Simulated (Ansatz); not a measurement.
PtSe₂

```xyz
12
Lattice="5.0452 0.0000 0.0000 0.0000 5.0452 0.0000 0.0000 0.0000 11.2840" Properties=species:S:1:pos:R:3 pbc="T T T"
Pt    0.0000    2.5226    2.8210
Pt    2.5226    0.0000    8.4630
Pt    0.0000    0.0000    0.0000
Pt    2.5226    2.5226    5.6420
Se    0.0000    2.5226    0.3769
Se    2.5226    0.0000    6.0189
Se    0.0000    0.0000    8.8399
Se    2.5226    2.5226    3.1979
Se    0.0000    0.0000    2.4441
Se    2.5226    2.5226    8.0861
Se    0.0000    2.5226    5.2651
Se    2.5226    0.0000   10.9071
```

Space group I4₁/amd; started from the anatase prototype, which need not be the ambient phase.

These are results of Ansatz 0.2.0, DFT, r2SCAN+rVV10, plane waves, PAW, not measurements.

Q: What will maps of the valence pseudo-density and electron localisation function show?

A: Pt–Se (2.44 Å): ρ at the midpoint is about 0.65 e/Å³; the ELF is about 0.50 at the midpoint.

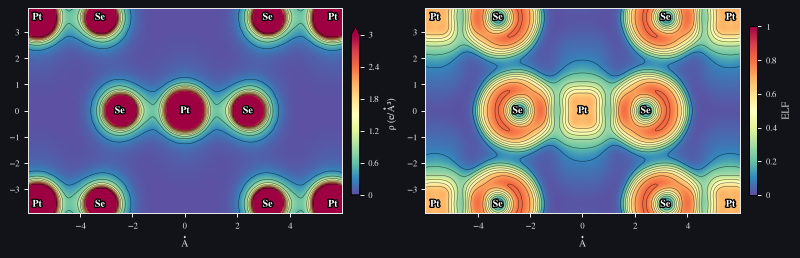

Computed valence pseudo-density and electron localisation function on the (110) plane of the conventional cell, in this order. 
